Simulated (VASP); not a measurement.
## Run report: CoSi₂, charges calculation (part 2 of 2)

CoSi₂ (3 atoms in the cell); Kohn-Sham DFT of a periodic cell, PBEsol, VASP PAW PBE potentials, recommended, spin-polarised (VASP 6.6.1); cutoff 520 eV, 9×9×9 k-mesh, Gaussian smearing of 0.02 eV, collinear spins. The structure derives from an entry of the Crystallography Open Database.

Geometry of the input (Å; fractional positions):
```
0.0000  2.6780  2.6780
2.6780  0.0000  2.6780
2.6780  2.6780  0.0000
Co 0.0000  0.0000  0.0000
Si 0.7500  0.7500  0.7500
Si 0.2500  0.2500  0.2500
```

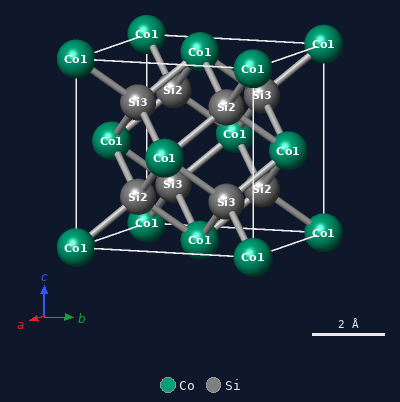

*The structure (ball-and-stick view of the cell 4 times as large as that of the calculation, set on its symmetry axes, seen slightly off an axis; atoms are numbered from 1 in the order of the input).*

## Parts of OUTCAR, continued
```
   NGX = 15   NGY = 15   NGZ = 15

 number of electron      16.9999995 magnetization      -0.0000132

 number of electron      16.9999995 magnetization       0.0001521

 Free energy of the ion-electron system (eV)
  ---------------------------------------------------
  ext. energy  EPLUGINS =         0.00000000
  ---------------------------------------------------
  free energy    TOTEN  =       -20.96405027 eV

  energy without entropy =      -20.96375488  energy(sigma->0) =      -20.96390257

 E-fermi :   9.9549     XC(G=0): -11.8553     alpha+bet :-17.4956

 val. band max:        9.9446084493   @ k =  -0.2222   0.1111   0.0000
 cond. band min:       9.9926337742   @ k =   0.3333   0.1111   0.0000
 fundamental gap:      0.0480253249
 Fermi energy:         9.9548858456

 spin component 1

 k-point     1 :       0.0000    0.0000    0.0000
  band No.  band energies     occupation
      1      -3.1225      1.00000
      2       5.9201      1.00000
      3       5.9201      1.00000
      4       5.9201      1.00000
      5       8.1011      1.00000
      6       8.1011      1.00000
      7      10.7862      0.00000
      8      13.4247      0.00000
      9      13.4247      0.00000
     10      13.4247      0.00000
     11      13.4294      0.00000
     12      13.4294      0.00000
     13      13.4294      0.00000

 k-point     2 :       0.1111    0.0000    0.0000
  band No.  band energies     occupation
      1      -2.9350      1.00000
      2       5.4690      1.00000
      3       5.9858      1.00000
      4       5.9858      1.00000
      5       8.0469      1.00000
      6       8.0469      1.00000
      7      10.7786      0.00000
      8      11.7457      0.00000
      9      12.4343      0.00000
     10      12.4343      0.00000
     11      14.3954      0.00000
     12      14.3955      0.00000
     13      15.2479      0.00000

 k-point     3 :       0.2222    0.0000    0.0000
  band No.  band energies     occupation
      1      -2.3789      1.00000
      2       4.3360      1.00000
      3       6.1521      1.00000
      4       6.1521      1.00000
      5       7.9619      1.00000
      6       7.9619      1.00000
      7       9.4481      1.00000
      8      11.4491      0.00000
      9      11.4491      0.00000
     10      12.1139      0.00000
     11      14.0537      0.00000
     12      14.0537      0.00000
     13      14.7072      0.00000

 k-point     4 :       0.3333    0.0000    0.0000
  band No.  band energies     occupation
      1      -1.4756      1.00000
      2       2.8427      1.00000
      3       6.3227      1.00000
      4       6.3227      1.00000
      5       8.0232      1.00000
      6       8.0232      1.00000
      7       8.3819      1.00000
      8      10.4628      0.00000
      9      10.4628      0.00000
     10      12.5802      0.00000
     11      13.6281      0.00000
     12      13.6281      0.00000
     13      14.3518      0.00000

 k-point     5 :       0.4444    0.0000    0.0000
  band No.  band energies     occupation
      1      -0.2844      1.00000
      2       1.2851      1.00000
      3       6.4043      1.00000
      4       6.4043      1.00000
      5       7.8749      1.00000
      6       8.2953      1.00000
      7       8.2953      1.00000
      8       9.6783      1.00000
      9       9.6783      1.00000
     10      12.6541      0.00000
     11      13.4452      0.00000
     12      13.4452      0.00000
     13      14.3423      0.00000

 [... the levels of 18 k-points are left out ...]

 k-point    24 :       0.4444    0.4444    0.0000
  band No.  band energies     occupation
      1       0.5417      1.00000
      2       3.2903      1.00000
      3       3.6282      1.00000
      4       6.3101      1.00000
      5       6.3101      1.00000
      6       8.1362      1.00000
      7       8.1362      1.00000
      8       8.1437      1.00000
      9       8.6594      1.00000
     10      11.5778      0.00000
     11      12.8870      0.00000
     12      18.5690      0.00000
     13      19.2733      0.00000

 [... further k-points ...]

 spin component 2

 k-point     1 :       0.0000    0.0000    0.0000
  band No.  band energies     occupation
      1      -3.1224      1.00000
      2       5.9202      1.00000
      3       5.9202      1.00000
      4       5.9202      1.00000
      5       8.1011      1.00000
      6       8.1011      1.00000
      7      10.7862      0.00000
      8      13.4247      0.00000
      9      13.4247      0.00000
     10      13.4247      0.00000
     11      13.4294      0.00000
     12      13.4294      0.00000
     13      13.4294      0.00000

 k-point     2 :       0.1111    0.0000    0.0000
  band No.  band energies     occupation
      1      -2.9350      1.00000
      2       5.4691      1.00000
      3       5.9859      1.00000
      4       5.9859      1.00000
      5       8.0470      1.00000
      6       8.0470      1.00000
      7      10.7787      0.00000
      8      11.7457      0.00000
      9      12.4343      0.00000
     10      12.4343      0.00000
     11      14.4042      0.00000
     12      14.4065      0.00000
     13      15.3214      0.00000

 k-point     3 :       0.2222    0.0000    0.0000
  band No.  band energies     occupation
      1      -2.3788      1.00000
      2       4.3360      1.00000
      3       6.1522      1.00000
      4       6.1522      1.00000
      5       7.9619      1.00000
      6       7.9619      1.00000
      7       9.4482      1.00000
      8      11.4491      0.00000
      9      11.4491      0.00000
     10      12.1140      0.00000
     11      14.0537      0.00000
     12      14.0537      0.00000
     13      14.7073      0.00000

 k-point     4 :       0.3333    0.0000    0.0000
  band No.  band energies     occupation
      1      -1.4756      1.00000
      2       2.8427      1.00000
      3       6.3228      1.00000
      4       6.3228      1.00000
      5       8.0232      1.00000
      6       8.0232      1.00000
      7       8.3820      1.00000
      8      10.4628      0.00000
      9      10.4628      0.00000
     10      12.5803      0.00000
     11      13.6281      0.00000
     12      13.6281      0.00000
     13      14.3518      0.00000

 k-point     5 :       0.4444    0.0000    0.0000
  band No.  band energies     occupation
      1      -0.2844      1.00000
      2       1.2852      1.00000
      3       6.4043      1.00000
      4       6.4043      1.00000
      5       7.8750      1.00000
      6       8.2953      1.00000
      7       8.2953      1.00000
      8       9.6783      1.00000
      9       9.6783      1.00000
     10      12.6542      0.00000
     11      13.4453      0.00000
     12      13.4453      0.00000
     13      14.3424      0.00000

 [... the levels of 18 k-points are left out ...]

 k-point    24 :       0.4444    0.4444    0.0000
  band No.  band energies     occupation
      1       0.5417      1.00000
      2       3.2903      1.00000
      3       3.6282      1.00000
      4       6.3101      1.00000
      5       6.3101      1.00000
      6       8.1363      1.00000
      7       8.1363      1.00000
      8       8.1438      1.00000
      9       8.6594      1.00000
     10      11.5779      0.00000
     11      12.8871      0.00000
     12      18.5704      0.00000
     13      19.2733      0.00000

 [... further k-points ...]

------------------------ aborting loop because EDIFF is reached ----------------------------------------

  FORCE on cell =-STRESS in cart. coord.  units (eV):
  Direction    XX          YY          ZZ          XY          YZ          ZX
  --------------------------------------------------------------------------------------
  -------------------------------------------------------------------------------------
  Total       -1.0370908     -1.0370908     -1.0370908     -0.0000000     -0.0000000      0.0000000
  in kB      -43.2579210    -43.2579210    -43.2579210     -0.0000000     -0.0000000      0.0000000
  external PRESSURE =     -43.2579210 kB  Pullay stress =       0.0000000 kB

 VOLUME and BASIS-vectors are now :
 -----------------------------------------------------------------------------
  energy-cutoff  :      520.00
  volume of cell :       38.41
      direct lattice vectors                 reciprocal lattice vectors
     0.000000000  2.678000000  2.678000000    -0.186706497  0.186706497  0.186706497
     2.678000000  0.000000000  2.678000000     0.186706497 -0.186706497  0.186706497
     2.678000000  2.678000000  0.000000000     0.186706497  0.186706497 -0.186706497

 POSITION                                       TOTAL-FORCE (eV/Angst)
 -----------------------------------------------------------------------------------
      0.00000      0.00000      0.00000         0.000000      0.000000     -0.000000
      4.01700      4.01700      4.01700        -0.000000     -0.000000     -0.000000
      1.33900      1.33900      1.33900         0.000000      0.000000      0.000000
 -----------------------------------------------------------------------------------
    total drift:                               -0.000000     -0.000000      0.000000

  FREE ENERGIE OF THE ION-ELECTRON SYSTEM (eV)
  ---------------------------------------------------
  free  energy   TOTEN  =       -20.9640502659 eV

  energy  without entropy=      -20.9637548785  energy(sigma->0) =      -20.96390257

 total charge

# of ion       s       p       d       tot
------------------------------------------
    1        0.543   0.720   7.604   8.867
    2        0.718   0.870   0.000   1.588
    3        0.718   0.870   0.000   1.588
--------------------------------------------------
tot          1.979   2.460   7.604  12.043

 magnetization (x)

# of ion       s       p       d       tot
------------------------------------------
    1       -0.000   0.000   0.000   0.000
    2        0.000   0.000   0.000   0.000
    3        0.000   0.000   0.000   0.000
--------------------------------------------------
tot          0.000   0.000   0.000   0.000
```

## CONTCAR
```
CoSi2
   1.00000000000000
     0.0000000000000000    2.6779999999999999    2.6779999999999999
     2.6779999999999999    0.0000000000000000    2.6779999999999999
     2.6779999999999999    2.6779999999999999    0.0000000000000000
  Co              Si
     1     2
Direct
     0.0000000000000000    0.0000000000000000    0.0000000000000000
     0.7500000000000000    0.7500000000000000    0.7500000000000000
     0.2500000000000000    0.2500000000000000    0.2500000000000000

  0.00000000E+00  0.00000000E+00  0.00000000E+00
  0.00000000E+00  0.00000000E+00  0.00000000E+00
  0.00000000E+00  0.00000000E+00  0.00000000E+00
```

## Summary

| quantity | value |
| --- | --- |
| outcome | converged |
| space group (tolerance 0.01 Å) | Fm-3m (225) |
| electrons treated | 17 |
| free energy | −20.9641 eV |
| Fermi energy of the self-consistent step | 9.955 eV |
| gap on the k-point mesh | none (metallic) |
| net moment of the cell | 0.00 μB |
| pressure | −4.33 GPa |
| largest force (length of the vector) | under 0.001 eV/Å |
| wall time | 25 s |
| peak memory | 0.18 GiB |
